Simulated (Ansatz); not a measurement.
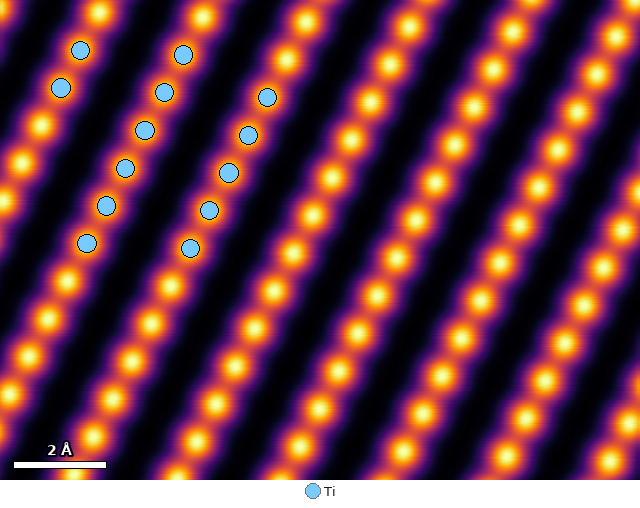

Z-contrast image of Ti (Fm-3m, No. 225) along [210]. Simulated incoherent Z contrast: every atom adds Z^1.7 spread by a probe of 0.66 Å full width; channelling and multiple scattering are left out. The probe carries 15 % of its weight in a tail 2.5 times as wide. The display is stretched by a gamma of 0.8; percentages refer to the linear signal. A slight drift was added. Atomic positions: the input geometry of an electronic-structure calculation (not necessarily at equilibrium); the starting structure was generated, so it need not be a known form of this composition.

Coloured dots in one corner mark the columns of the model.

Question: Interpret the image.

Answer: The columns repeat on a rectangular net of 0.92 × 2.07 Å (plane group p2mm). All columns are alike (Ti). The shortest distance between visible columns is 0.92 Å in projection. Along the beam the structure repeats every 9.24 Å.
